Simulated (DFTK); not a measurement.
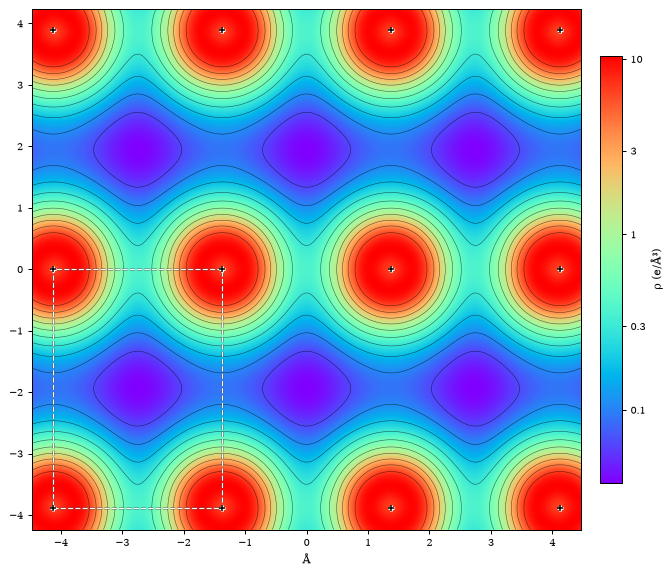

The valence pseudo-density on a plane through atoms (crosses mark nuclei in the plane).

Theory: DFTK 0.8.2, Kohn-Sham DFT of a periodic cell, r2SCAN, sg15-PBE-1.2.

Candidates:
A. Au, a = 2.75 Å, b = 2.75 Å, c = 2.75 Å, α = 90.00°, β = 90.00°, γ = 90.00°. Space group Pm-3m; a generated structure, not necessarily the stable one; computed pressure about −4 GPa in this cell.
B. HfN, a = 4.51 Å, b = 4.51 Å, c = 4.51 Å, α = 90.00°, β = 90.00°, γ = 90.00°. Space group Fm-3m; computed pressure about −7 GPa in this cell.
C. TaN, a = 4.42 Å, b = 4.42 Å, c = 4.42 Å, α = 90.00°, β = 90.00°, γ = 90.00°. Space group Fm-3m; a structure from a database of computed crystals, not necessarily the ambient phase; computed pressure about −16 GPa in this cell.

### Which system is this?

Candidate A: Au on the (011) plane of the conventional cell, which holds Au. Au–Au (2.75 Å): the density is about 0.37 e/Å³ at the midpoint.
